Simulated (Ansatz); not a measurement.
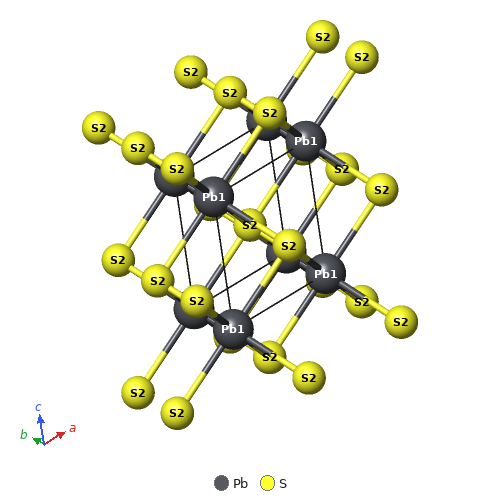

The system is PbS (Fm-3m, No. 225; 2 atoms in the cell); the picture shows the reference structure. The cell is strained homogeneously, by one strain along x and y and another along z, with fractional coordinates fixed (x, y and z along the cube axes). Coordinates scanned: (1) strain along x and y; (2) strain along z. The scan uses a 5 × 5 grid. Points are written as (first, second). All energies are given in meV/atom relative to the lowest grid point. The D3 coefficients switch with the coordination numbers inside this range, which puts artificial structure into the map. The reference cell is the one listed in the database, not relaxed at this level. All numbers below come from Ansatz 0.2.0, DFT PBE+D3(BJ), scalar-relativistic, plane waves, PAW. Settings: cutoff 420 eV, k-mesh 10×10×10, gaussian smearing 0.03 eV, no spin polarisation.

Its coordinates:

```
CELL_PARAMETERS angstrom
0.00000 2.96500 2.96500
2.96500 0.00000 2.96500
2.96500 2.96500 0.00000
ATOMIC_POSITIONS crystal
Pb 0.00000 0.00000 0.00000
S 0.50000 0.50000 0.50000
```

Range: strain along x and y from −5.0 to 5.0 %; strain along z from −5.0 to 5.0 %.

Predict the map.

The lowest grid point is at (0.0 %, 0.0 %). The highest grid point, (−5.0 %, −5.0 %), lies 127 meV/atom above the lowest.

```
strain along z ↓, strain along x and y →  −5.0  −2.5  0.0  2.5  5.0
                                     5.0    92    36   23   41   67
                                     2.5    81    22    6   23   55
                                     0.0    80    19    0   14   50
                                    −2.5    94    30    9   20   54
                                    −5.0   127    61   38   45   77
```

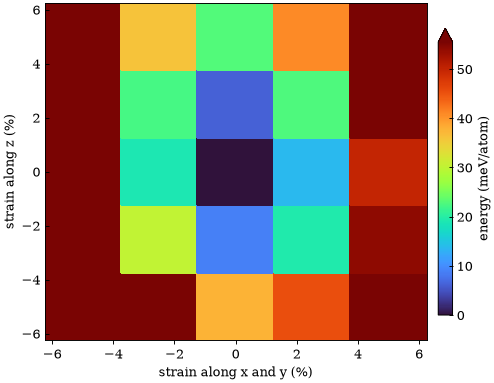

Drawn: one coloured cell a grid point, one colour for all values above the top of the scale.
